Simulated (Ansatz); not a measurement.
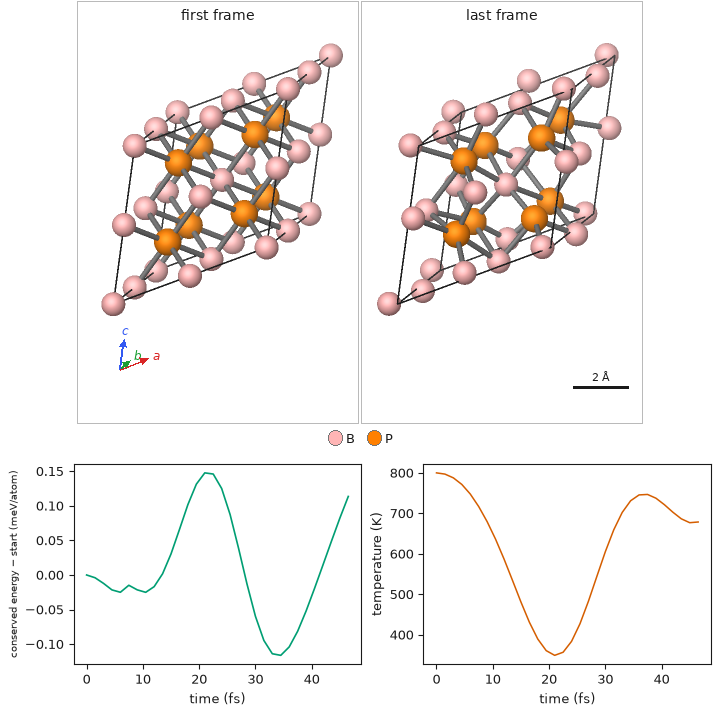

Molecular dynamics of a 16-atom cell of BP (built on the rocksalt type), of which 46 fs are on record. The picture is a ball-and-stick view of the reduced simulation cell, seen slightly off an axis. Bonds to atoms that aren't drawn are left out. Lengths and directions refer to the drawn axes.

Computed with DFT, r2SCAN, plane waves, PAW (Ansatz 0.2.0). Set-up: plane-wave cutoff 500 eV; k-point mesh 4 × 4 × 4; Fermi-Dirac smearing 0.069 eV; Nosé-Hoover thermostat (NVT); set temperature 800 K; time step 1.5 fs.

**Check the integration.**

The conserved quantity stays between −0.12 and 0.15 meV per atom of its start. A straight-line fit has a slope that amounts to −0.0087 meV per atom over 46 fs (under 0.1 % of the mean kinetic energy), and the ripple about it is 0.4 % of the kinetic energy's fluctuation. With a drift under 2 % and a ripple under 7 %, the integration is accurate. The run was cut off by its time limit after 31 steps. The mean temperature in the second half is 640 K (standard deviation 114 K). The potential energy is still drifting at the end, so the run hasn't reached equilibrium. The potential energy in the second half lies on average 21.5 meV per atom above the first frame.
